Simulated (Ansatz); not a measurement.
## Run report: Zn4HO4, geometry relaxation (part 3 of 4)

Continued. System: Zn4HO4 (slab, 9 atoms in the cell). Method: DFT PBEsol, scalar-relativistic, plane waves, PAW, spin-polarised (Ansatz 0.2.0); cutoff 420 eV, 9×9×1 k-mesh, Gaussian smearing of 0.05 eV, collinear spins. The structure derives from an entry of the Crystallography Open Database. The input holds or restrains some coordinates. It belongs to a series of runs on one base structure; here: H put at a top Zn site.

Geometry of the input (Å; fractional positions):
```
3.2300  0.0000  0.0000
-1.6150  2.7973  0.0000
0.0000  0.0000  27.4527
O  0.3333  0.6667  0.3096
Zn 0.6667  0.3333  0.3326
O  0.6667  0.3333  0.4046
Zn 0.3333  0.6667  0.4276
O  0.3333  0.6667  0.5031
Zn 0.6667  0.3333  0.5203
O  0.6667  0.3333  0.5986
Zn 0.3333  0.6667  0.6108
H  0.3333  0.6667  0.6669
```

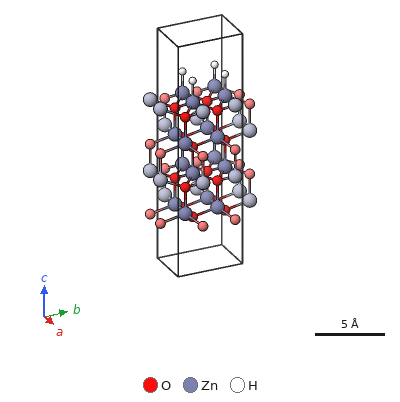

*The geometry at step 4 of the log (ball-and-stick view of the 2 × 2 repeat of the cell, with the vacuum cut short, seen slightly off an axis; neighbours outside the cell are drawn fainter).*

Output, continued:
```
SCF iter  41: F=—  HF=-15380.682490 eV  |F-HF|=—  |Δ(HF+E_count)|=   1.44e-6  Δρ=4.58e-5 (↑4.58e-5 ↓2.95e-5)  dr2=8.20e-5  dr2_m=1.83e-6  M=0.499 μB ∫|m|=0.829 μB  β_m=0.55  ethr=5.88e-9  p=0.101 e·Å  D=7.38e-2 V/Å  ΔV_dip=-2.03 eV  dr2_dipole=4.14e-5  V_vac-E_F(+/−)=6.13/8.15 eV  ⟨swp⟩=13.0  Hψ=9712  notcnv=0  recentre
SCF iter  42: F=—  HF=-15380.682490 eV  |F-HF|=—  |Δ(HF+E_count)|=   5.98e-7  Δρ=1.41e-5 (↑1.22e-5 ↓1.41e-5)  dr2=8.71e-7  dr2_m=1.85e-7  M=0.502 μB ∫|m|=0.829 μB  β_m=0.63  ethr=5.88e-9  p=0.101 e·Å  D=7.38e-2 V/Å  ΔV_dip=-2.02 eV  dr2_dipole=7.21e-8  V_vac-E_F(+/−)=6.13/8.15 eV  ⟨swp⟩=10.7  Hψ=8972  notcnv=0
SCF iter  43: F=-15380.682491 eV  HF=-15380.682491 eV  |F-HF|=3.65e-7  |Δ(HF+E_count)|=   7.71e-7  Δρ=5.37e-6 (↑4.16e-6 ↓5.37e-6)  dr2=1.88e-7  dr2_m=3.31e-9  M=0.502 μB ∫|m|=0.829 μB  ethr=1.19e-9  p=0.101 e·Å  D=7.38e-2 V/Å  ΔV_dip=-2.03 eV  dr2_dipole=1.53e-8  V_vac-E_F(+/−)=6.13/8.15 eV  ⟨swp⟩=13.2  Hψ=9415  notcnv=0
SCF 1 converged in 43 iterations: F = -15380.682491 eV  dr2 = 1.88e-7
  greatest PAW one-centre occupation: 0.988 electrons in one spin orbital (limit 2), on the Zn atom at site 1 (counted from 0), in its partial waves of l = 2
relax step   1: F+E_penalty+E_count = -15380.68249087 eV  Δ(F+E_penalty+E_count) = +0.000e0 eV  max|allowed force component| = 1.834e0 eV/Å  Δτ_max = 0.0000 Å  (43 SCF iters, dr2 threshold 2.25e-5 eV, accepted)
Initial density: handed on by an earlier stage of this run
Starting moments: Σ|m| = 1 μB on 1 of 9 sites; this step starts from the density that it was given
Initial wavefunctions: those handed on with the density
iter 1 solved again at ethr=4.22e-4 eV; its pass at ethr=3.10e-3 eV (dr2=3.08e-1 eV) is discarded
SCF iter   1: F=—  HF=-15380.920136 eV  |F-HF|=—  |Δ(HF+E_count)|=         —  Δρ=4.40e-3 (↑3.53e-3 ↓4.40e-3)  dr2=3.01e-1  dr2_m=1.63e-2  M=0.364 μB ∫|m|=0.805 μB  β_m=1.09  ethr=4.22e-4  p=0.101 e·Å  D=7.38e-2 V/Å  ΔV_dip=-2.03 eV  dr2_dipole=7.96e-2  V_vac-E_F(+/−)=6.20/8.22 eV  ⟨swp⟩=1.3  Hψ=4395  notcnv=0  defer=70
efield: sawtooth ramp at fractional position 0.9683 (handed on by an earlier solve), width 0.0400; the density the first Hamiltonian is built on has a dipole p = 0.101 e·Å; the dipole correction subtracts the counter field D = 7.38e-2 V/Å, which shifts the + side's vacuum level by -2.03 eV against the − side's; the planar-averaged density in the ramp window peaks in size at 7.8e-6 e/Å³
preconditioner: auto → Resta (q_TF=auto, 2.225 Å⁻¹)  ε∞=3.7  [insulator: Δε(μ)=0.081 eV  Ē_g=12.340 eV  σ=0.050 eV  W_gap=0.66  n_scr=18 (ndim 8)  ℏωp=20.1 eV  f_vac=0.566  D(μ)=1.91/eV (n_scr^D=10)  ε∞_Penn≈3.7  vacuum switching on, ρ_ref=1.1e-2 e/Å³]
spin=Collinear: Resta preconditioning applied to the charge; magnetization (m = ρ↑ − ρ↓) channel mixes plain (no charge-response kernel on spin).
SCF iter   2: F=—  HF=-15381.057813 eV  |F-HF|=—  |Δ(HF+E_count)|=   1.38e-1  Δρ=8.62e-3 (↑8.44e-3 ↓8.62e-3)  dr2=5.25e0  dr2_m=4.20e-2  M=0.834 μB ∫|m|=1.038 μB  β_m=1.20  ethr=4.13e-4  p=0.062 e·Å  D=4.53e-2 V/Å  ΔV_dip=-1.24 eV  dr2_dipole=2.78e0  V_vac-E_F(+/−)=6.62/7.86 eV  ⟨swp⟩=2.5  Hψ=1418  notcnv=0  defer=70  κ⁻¹=1.0e0(r=1)
density mixer auto → broyden: gapped, with many states about μ (density of states about μ 0.62 of a free-electron gas's, 18 screened modes)
SCF iter   3: F=—  HF=-15380.936099 eV  |F-HF|=—  |Δ(HF+E_count)|=   1.22e-1  Δρ=2.25e-3 (↑2.09e-3 ↓2.25e-3)  dr2=1.65e-1  dr2_m=1.54e-3  M=0.357 μB ∫|m|=0.810 μB  β_m=1.20  ethr=4.13e-4  p=0.099 e·Å  D=7.25e-2 V/Å  ΔV_dip=-1.99 eV  dr2_dipole=6.54e-2  V_vac-E_F(+/−)=6.24/8.23 eV  ⟨swp⟩=1.8  Hψ=1361  notcnv=0  defer=79  κ⁻¹=1.0e-3(r=2)
SCF iter   4: F=—  HF=-15380.927371 eV  |F-HF|=—  |Δ(HF+E_count)|=   8.73e-3  Δρ=9.79e-4 (↑9.79e-4 ↓9.23e-4)  dr2=7.53e-3  dr2_m=1.65e-4  M=0.422 μB ∫|m|=0.827 μB  β_m=1.20  ethr=2.25e-4  p=0.093 e·Å  D=6.80e-2 V/Å  ΔV_dip=-1.87 eV  dr2_dipole=6.35e-4  V_vac-E_F(+/−)=6.29/8.15 eV  ⟨swp⟩=2.0  Hψ=1115  notcnv=0  defer=89  κ⁻¹=2.6e-4(r=3)
SCF iter   5: F=—  HF=-15380.926474 eV  |F-HF|=—  |Δ(HF+E_count)|=   8.97e-4  Δρ=7.43e-4 (↑7.43e-4 ↓5.75e-4)  dr2=2.20e-2  dr2_m=3.32e-4  M=0.471 μB ∫|m|=0.828 μB  β_m=1.20  ethr=1.03e-5  p=0.092 e·Å  D=6.68e-2 V/Å  ΔV_dip=-1.83 eV  dr2_dipole=1.13e-2  V_vac-E_F(+/−)=6.30/8.14 eV  ⟨swp⟩=2.0  Hψ=1798  notcnv=0  defer=89  κ⁻¹=4.3e-5(r=4)
SCF iter   6: F=—  HF=-15380.926243 eV  |F-HF|=—  |Δ(HF+E_count)|=   2.30e-4  Δρ=8.86e-4 (↑8.86e-4 ↓5.21e-4)  dr2=1.48e-2  dr2_m=8.16e-4  M=0.404 μB ∫|m|=0.821 μB  β_m=1.20  ethr=1.03e-5  p=0.095 e·Å  D=6.90e-2 V/Å  ΔV_dip=-1.89 eV  dr2_dipole=7.85e-3  V_vac-E_F(+/−)=6.28/8.17 eV  ⟨swp⟩=1.0  Hψ=1070  notcnv=0  defer=90  κ⁻¹=2.9e-5(r=5)
SCF iter   7: F=—  HF=-15380.926239 eV  |F-HF|=—  |Δ(HF+E_count)|=   4.33e-6  Δρ=5.48e-4 (↑5.48e-4 ↓3.41e-4)  dr2=7.39e-3  dr2_m=2.62e-4  M=0.412 μB ∫|m|=0.823 μB  β_m=1.20  ethr=1.03e-5  p=0.094 e·Å  D=6.86e-2 V/Å  ΔV_dip=-1.88 eV  dr2_dipole=3.88e-3  V_vac-E_F(+/−)=6.28/8.17 eV  ⟨swp⟩=1.3  Hψ=1221  notcnv=0  defer=74  κ⁻¹=1.5e-6(r=6)
SCF iter   8: F=—  HF=-15380.926184 eV  |F-HF|=—  |Δ(HF+E_count)|=   5.51e-5  Δρ=4.20e-4 (↑4.20e-4 ↓2.32e-4)  dr2=3.15e-3  dr2_m=2.00e-4  M=0.448 μB ∫|m|=0.828 μB  β_m=1.20  ethr=1.01e-5  p=0.092 e·Å  D=6.74e-2 V/Å  ΔV_dip=-1.85 eV  dr2_dipole=1.75e-3  V_vac-E_F(+/−)=6.30/8.15 eV  ⟨swp⟩=1.0  Hψ=1029  notcnv=0  defer=74  κ⁻¹=1.3e-7(r=7)
iter 9 did not close the SCF: its close was put off for a magnetic moment that had not settled (scf_convergence_deferred on its scf_iter line)
SCF iter   9: F=-15380.926148 eV  HF=-15380.926177 eV  |F-HF|=2.91e-5  |Δ(HF+E_count)|=   7.09e-6  Δρ=4.39e-5 (↑4.39e-5 ↓3.56e-5)  dr2=2.57e-5  dr2_m=1.17e-6  M=0.434 μB ∫|m|=0.826 μB  β_m=1.20  ethr=1.37e-7  p=0.093 e·Å  D=6.80e-2 V/Å  ΔV_dip=-1.87 eV  dr2_dipole=1.33e-5  V_vac-E_F(+/−)=6.29/8.16 eV  ⟨swp⟩=20.4  Hψ=11521  notcnv=0  κ⁻¹=8.7e-8(r=8)
iter 10 did not close the SCF: its close was put off for a magnetic moment that had not settled (scf_convergence_deferred on its scf_iter line)
SCF iter  10: F=-15380.926137 eV  HF=-15380.926179 eV  |F-HF|=4.18e-5  |Δ(HF+E_count)|=   2.00e-6  Δρ=4.08e-5 (↑4.08e-5 ↓2.57e-5)  dr2=3.10e-5  dr2_m=1.94e-6  M=0.432 μB ∫|m|=0.826 μB  β_m=1.20  ethr=3.52e-8  p=0.093 e·Å  D=6.82e-2 V/Å  ΔV_dip=-1.87 eV  dr2_dipole=1.47e-5  V_vac-E_F(+/−)=6.29/8.16 eV  ⟨swp⟩=11.6  Hψ=9394  notcnv=0  κ⁻¹=7.1e-8(r=8)
SCF iter  11: F=-15380.926180 eV  HF=-15380.926180 eV  |F-HF|=1.19e-7  |Δ(HF+E_count)|=   1.06e-6  Δρ=6.30e-6 (↑6.30e-6 ↓5.81e-6)  dr2=3.93e-7  dr2_m=1.58e-8  M=0.433 μB ∫|m|=0.826 μB  ethr=3.52e-8  p=0.094 e·Å  D=6.82e-2 V/Å  ΔV_dip=-1.87 eV  dr2_dipole=2.23e-8  V_vac-E_F(+/−)=6.29/8.16 eV  ⟨swp⟩=11.0  Hψ=8882  notcnv=0
SCF 2 converged in 11 iterations: F = -15380.926180 eV  dr2 = 3.93e-7
[... from here on the iterations of each SCF are left out, up to the last one ...]
relax step   2: F+E_penalty+E_count = -15380.92618000 eV  Δ(F+E_penalty+E_count) = -2.437e-1 eV  max|allowed force component| = 1.200e0 eV/Å  Δτ_max = 0.1747 Å  (11 SCF iters, dr2 threshold 1.00e-4 eV, accepted)
[... from here on the SCF iterations and repeated set-up lines of each step are left out, up to the last step ...]
SCF 3 converged in 19 iterations: F = -15381.057683 eV  dr2 = 7.45e-6
relax step   3: F+E_penalty+E_count = -15381.05768344 eV  Δ(F+E_penalty+E_count) = -1.315e-1 eV  max|allowed force component| = 7.422e-1 eV/Å  Δτ_max = 0.1611 Å  (19 SCF iters, dr2 threshold 9.00e-5 eV, accepted)
SCF 4 converged in 16 iterations: F = -15381.083026 eV  dr2 = 7.70e-7
relax step   4: F+E_penalty+E_count = -15381.08302563 eV  Δ(F+E_penalty+E_count) = -2.534e-2 eV  max|allowed force component| = 1.910e-1 eV/Å  Δτ_max = 0.1063 Å  (16 SCF iters, dr2 threshold 1.00e-4 eV, accepted)
SCF 5 converged in 17 iterations: F = -15381.085798 eV  dr2 = 5.57e-8
relax step   5: F+E_penalty+E_count = -15381.08579752 eV  Δ(F+E_penalty+E_count) = -2.772e-3 eV  max|allowed force component| = 1.063e-2 eV/Å  Δτ_max = 0.0284 Å  (17 SCF iters, dr2 threshold 2.42e-6 eV, accepted)
iter 1 solved again at ethr=7.35e-11 eV; its pass at ethr=3.10e-3 eV (dr2=5.37e-8 eV) is discarded
SCF iter   1: F=—  HF=-15381.085798 eV  |F-HF|=—  |Δ(HF+E_count)|=         —  Δρ=1.15e-6 (↑4.62e-7 ↓1.15e-6)  dr2=5.57e-8  dr2_m=8.19e-10  M=0.369 μB ∫|m|=0.671 μB  β_m=1.20  ethr=7.35e-11  p=0.075 e·Å  D=5.46e-2 V/Å  ΔV_dip=-1.50 eV  dr2_dipole=3.06e-8  V_vac-E_F(+/−)=6.61/8.11 eV  ⟨swp⟩=1.0  Hψ=2784  notcnv=0
efield: sawtooth ramp at fractional position 0.9683 (handed on by an earlier solve), width 0.0400; the density the first Hamiltonian is built on has a dipole p = 0.075 e·Å; the dipole correction subtracts the counter field D = 5.46e-2 V/Å, which shifts the + side's vacuum level by -1.50 eV against the − side's; the planar-averaged density in the ramp window peaks in size at 4.4e-6 e/Å³
preconditioner: auto → LDOS  [metal: Δε(μ)=0.030 eV  Ē_g=12.249 eV  σ=0.050 eV  W_gap=0.33  n_scr=18 (ndim 8)  ℏωp=20.1 eV  f_vac=0.561  D(μ)=5.81/eV (n_scr^D=16)]
spin=Collinear: LDOS preconditioning applied to the charge; magnetization (m = ρ↑ − ρ↓) channel mixes plain (no charge-response kernel on spin).
SCF iter   2: F=—  HF=-15381.085798 eV  |F-HF|=—  |Δ(HF+E_count)|=   2.33e-9  Δρ=1.79e-6 (↑1.45e-6 ↓1.79e-6)  dr2=3.36e-7  dr2_m=9.06e-10  M=0.369 μB ∫|m|=0.671 μB  β_m=0.65  ethr=7.35e-11  p=0.075 e·Å  D=5.46e-2 V/Å  ΔV_dip=-1.50 eV  dr2_dipole=1.89e-7  V_vac-E_F(+/−)=6.61/8.11 eV  ⟨swp⟩=8.5  Hψ=6673  notcnv=0  recentre
density mixer auto → msr1: a metal under ldos (density of states about μ 1.07 of a free-electron gas's, 18 screened modes)
iter 3 did not close the SCF: its close was put off for a magnetic moment that had not settled (scf_convergence_deferred on its scf_iter line)
SCF iter   3: F=-15381.085797 eV  HF=-15381.085798 eV  |F-HF|=1.37e-7  |Δ(HF+E_count)|=   1.58e-9  Δρ=1.19e-6 (↑6.39e-7 ↓1.19e-6)  dr2=9.23e-8  dr2_m=5.43e-10  M=0.369 μB ∫|m|=0.671 μB  β_m=0.82  ethr=7.35e-11  p=0.075 e·Å  D=5.46e-2 V/Å  ΔV_dip=-1.50 eV  dr2_dipole=5.15e-8  V_vac-E_F(+/−)=6.61/8.11 eV  ⟨swp⟩=7.2  Hψ=6723  notcnv=0
SCF iter   4: F=-15381.085798 eV  HF=-15381.085798 eV  |F-HF|=7.98e-8  |Δ(HF+E_count)|=   2.25e-9  Δρ=9.40e-7 (↑4.25e-7 ↓9.40e-7)  dr2=5.61e-8  dr2_m=2.70e-10  M=0.369 μB ∫|m|=0.671 μB  ethr=7.35e-11  p=0.075 e·Å  D=5.46e-2 V/Å  ΔV_dip=-1.50 eV  dr2_dipole=3.12e-8  V_vac-E_F(+/−)=6.61/8.11 eV  ⟨swp⟩=7.4  Hψ=6773  notcnv=0
SCF 6 converged in 4 iterations: F = -15381.085798 eV  dr2 = 5.61e-8
relax step   6: F+E_penalty+E_count = -15381.08579752 eV  Δ(F+E_penalty+E_count) = +1.586e-9 eV  max|allowed force component| = 1.062e-2 eV/Å  Δτ_max = 0.0000 Å  (4 SCF iters, accepted)
WARN: The output density's exchange-correlation potential varies sharply where the density is thin. Do not read a vacuum level from v_tot or v_xc, or from such a field of the output density. On a cell that repeats whose density bears no net charge and no dipole along the vacuum's axis use v_es (v_loc + v_h of the components); under efield.dipole_correction with no amplitude use v_es + v_field, which holds any external_charges[].barrier, or the levels of the report's work_function block, which leave it out; under a non-zero efield.amplitude the vacuum is tilted and has no level; on a cell that repeats and bears such a dipole with no correction it is tilted too, and efield.dipole_correction with no amplitude gives each side of its ramp a level where efield: is served; in a cell that repeats whose density bears a net charge (total_charge, or a fill off its count) it is curved and has none; of a slab under crystal.periodic whose density bears no net charge use v_es, which has a level on each side, short of where the two are joined; of another it falls or rises all the way out and has none; of a slab beside external_charges read slab_vacuum_level instead, which it has where they leave it neutral. The grid or the basis barely resolves most such structure, and the values can differ between equally converged runs; as a rule a tighter scf.convergence.dr2_threshold does not remove it. Where the density itself ripples (under the LDA too) a higher basis.ecutwfc lessens it. The files hold the spikes' plane waves up to the density's cutoff. Files: v_tot_of_output_density and the like, and their columns of v_z.tsv (output.write_potential); v_xc_of_output_density and the like, and their columns of v_comp_z.tsv (output.write_potential_components). Measured: with its Gaussian average of σ = 0.25 Å subtracted twice, the exchange-correlation potential is over 0.1 eV at 1305 of the grid points where the equally averaged density (valence and model cores) is under 1e-3 e/Å³, and 0.687 eV at the most among them, at an averaged density of 3.9e-8 e/Å³. The input density's (outcome.potential() and, of a run that writes arrays, v_tot and v_xc) is over 0.1 eV, so measured, at 270 points of its own thin density, 0.343 eV at the most. See output.write_potential in the manual, Limitations
SCF converged after 4 iterations
Magnetization: 0.3692 μB (36.6846 up, 36.3154 down)
Absolute magnetization: 0.6749 μB (∫|ρ↑−ρ↓|, with the PAW one-centre terms)
Spin contamination: 0.1577 ħ² per cell (⟨S²⟩ above its minimum at these occupations)
Per-site moments (μB) at R_I (Å): [(-0.09978791518694007, 0.81213364647091), (-0.028049396658610778, 0.81213364647091), (0.0026061559782522025, 0.8121336461078043), (0.0009876053293147173, 0.8121336461078043), (0.009753147246098248, 0.8132413027666033), (0.008812199233766478, 0.8083342111593741), (0.06642140027048843, 0.8083342111593741), (0.04230664398872512, 0.6635860885357678), (0.19600798527573896, 0.6635860885357678)]
Free energy (F): -15381.085798 eV
Harris-Foulkes:  -15381.085798 eV  (|F-HF|=7.98e-8)
Internal energy: -15381.078529 eV  (E = F + TS)
E sigma→0 (E₀):  -15381.082163 eV
Entropy (-TS):   -0.007268 eV (-0.808 meV/atom)
Fermi energy:    -1.749016 eV
Dipole field:    D = 0.054433 V/Å  (p = 0.074615 e·Å, saw-weighted, corrected)
Work function:   Φ+ = 6.6171 eV   Φ− = 8.1115 eV
Levels:          The Fermi level and band energies are counted from a zero that moves with the ramp; work functions are not
--- Per-component energies (eV) ---
  E_band       = -519.595151
  E_kinetic    = 1228.471688
  E_local      = -101566.622035  (includes V_loc(G=0)·N_el)
  E_nonlocal   = 2669.300523
  E_hartree    = 49738.295602
  E_xc         = -837.045580
  E_vxc        = -587.998482  (∫ρ·V_xc dr)
  E_paw        = -7781.467619  (= ΣΔE_a)
  E_vpaw       = -1741.288116  (= ΣTr[D̂ρ^β])
  E_aug_tail   = 0.007329  (compensation charges beyond the density's cutoff)
  E_efield     = 0.002031  (sawtooth field / dipole correction)
  E_vefield    = 1.917909  (∫n·V_field dr)
  E_ewald      = 41164.648959
  E_core_change = 3.330571  (= ΣΔE_core)
  E_smearing   = -0.007268  (= −TS)
  E_closure    = 0.000000  (closes the sum)
  Σ components = -15381.085798   (vs F -15381.085798, Δ=0.00e0)
--- Forces (eV/Å), atoms counted from 1 ---
  atom   1  O      0.00000000     0.00000000     1.21333056
  atom   2  Zn     0.00000000     0.00000000    -1.38387518
  atom   3  O      0.00000000    -0.00000000     0.35013010
  atom   4  Zn     0.00000000    -0.00000000    -0.16612142
  atom   5  O     -0.00000000     0.00000000    -0.00555328
  atom   6  Zn     0.00000000     0.00000000    -0.01062042
  atom   7  O     -0.00000000    -0.00000000    -0.00162159
  atom   8  Zn     0.00000000    -0.00000000     0.00432770
  atom   9  H      0.00000000    -0.00000000    -0.00003148
  max |Σ_I F_I| component: 3.50e-5 eV/Å
--- Band table (eV; the first three rows and the last of 24) ---
  k-point 0 ↑: bands = ["-19.8401", "-19.5308", "-19.2956", "-18.1473", "-7.9549", "-7.8033", "-7.6662", "-7.6662", "-7.6093", "-7.5766", "-7.5766", "-7.4678", "-7.4678", "-7.0822", "-7.0822", "-7.0501", "-6.6842", "-6.6842", "-6.3895", "-6.3895", "-6.3235", "-6.2550", "-6.2550", "-6.0574", "-6.0574", "-5.1297", "-3.9505", "-2.7053", "-2.6324", "-2.6324", "-2.3115", "-2.3115", "-2.0060", "-2.0060", "-1.7615", "-1.2825", "-1.2825", "-0.0588", "1.2478", "2.4234", "3.3728", "4.5533", "5.5387", "6.2204", "6.5714", "7.2499"]
  k-point 1 ↑: bands = ["-19.7742", "-19.4769", "-19.2562", "-18.0978", "-7.9302", "-7.8248", "-7.7089", "-7.6295", "-7.5996", "-7.5311", "-7.5282", "-7.4672", "-7.4166", "-7.0908", "-7.0380", "-7.0283", "-6.6826", "-6.6515", "-6.4096", "-6.3920", "-6.3267", "-6.2557", "-6.2384", "-6.0583", "-5.9864", "-5.0625", "-3.9407", "-3.0695", "-2.9236", "-2.7795", "-2.6551", "-2.4370", "-2.2079", "-2.1102", "-1.7805", "-1.7151", "-1.4049", "0.4773", "1.6850", "2.8383", "3.8124", "4.7884", "5.7603", "6.4164", "6.6911", "7.3993"]
  k-point 2 ↑: bands = ["-19.5998", "-19.3379", "-19.1582", "-17.9702", "-7.9756", "-7.8847", "-7.6977", "-7.6039", "-7.5424", "-7.4377", "-7.4154", "-7.3268", "-7.2800", "-7.0764", "-7.0057", "-6.8860", "-6.6646", "-6.6043", "-6.4405", "-6.3853", "-6.3095", "-6.2510", "-6.1977", "-6.0567", "-5.7893", "-4.9307", "-4.1984", "-3.9082", "-3.5845", "-3.1925", "-3.1574", "-2.7598", "-2.6267", "-2.3801", "-2.2656", "-1.8353", "-1.7164", "1.5147", "2.5742", "3.6981", "4.6770", "5.4236", "6.3605", "6.8026", "6.9740", "7.2889"]
  k-point 11 ↓: bands = ["-19.0686", "-18.9512", "-18.9166", "-17.8260", "-7.6855", "-7.5084", "-7.4781", "-7.4769", "-7.2482", "-7.2072", "-7.0123", "-6.9543", "-6.7474", "-6.7291", "-6.6736", "-6.6537", "-6.5858", "-6.4735", "-6.3726", "-6.2331", "-6.2126", "-6.1567", "-5.9836", "-5.8545", "-5.6068", "-5.5678", "-5.4565", "-5.4022", "-5.2462", "-4.7524", "-4.0536", "-3.5873", "-3.5737", "-3.5123", "-3.1088", "-2.1009", "-1.5107", "5.0649", "5.7229", "5.9057", "5.9951", "6.1464", "6.2394", "6.5529", "6.8996", "7.2205"]
--- Relaxed structure (6 steps of the walk, 6 accepted, 0 SCFs on fresh bases) ---
  F+E_penalty+E_count = -15381.08579752 eV   max|allowed force component| = 1.062e-2 eV/Å
  atoms:
    - { symbol: O, position: [0.33333333333333326, 0.6666666666666665, 0.30962308079999995] }
    - { symbol: Zn, position: [0.6666666666666666, 0.33333333333333326, 0.33261852509999995] }
    - { symbol: O, position: [0.6666666666666666, 0.33333333333333326, 0.40459171569999997] }
    - { symbol: Zn, position: [0.33333333333333326, 0.6666666666666665, 0.42758715989999996] }
    - { symbol: O, position: [0.33333333333333326, 0.6666666666666665, 0.4995820622811453] }
    - { symbol: Zn, position: [0.6666666666666666, 0.33333333333333326, 0.5228807653659978] }
    - { symbol: O, position: [0.6666666666666666, 0.33333333333333326, 0.5942615650221801] }
    - { symbol: Zn, position: [0.33333333333333326, 0.6666666666666665, 0.6198389354917438] }
    - { symbol: H, position: [0.33333333333333326, 0.6666666666666665, 0.6784376004826311] }
--- Löwdin populations: 9 sites ---
  site symbol       q [e]    m [muB]
     0      O      7.0416    -0.1192
     1     Zn     10.4992    -0.0188
     2      O      7.2209     0.0026
     3     Zn     10.5742     0.0007
     4      O      7.2322     0.0107
     5     Zn     10.5719     0.0046
     6      O      7.2230     0.0817
     7     Zn     10.6411     0.0345
     8      H      1.2603     0.3593
  spilling = 0.010077 (of n_electrons = 73.000000)
```
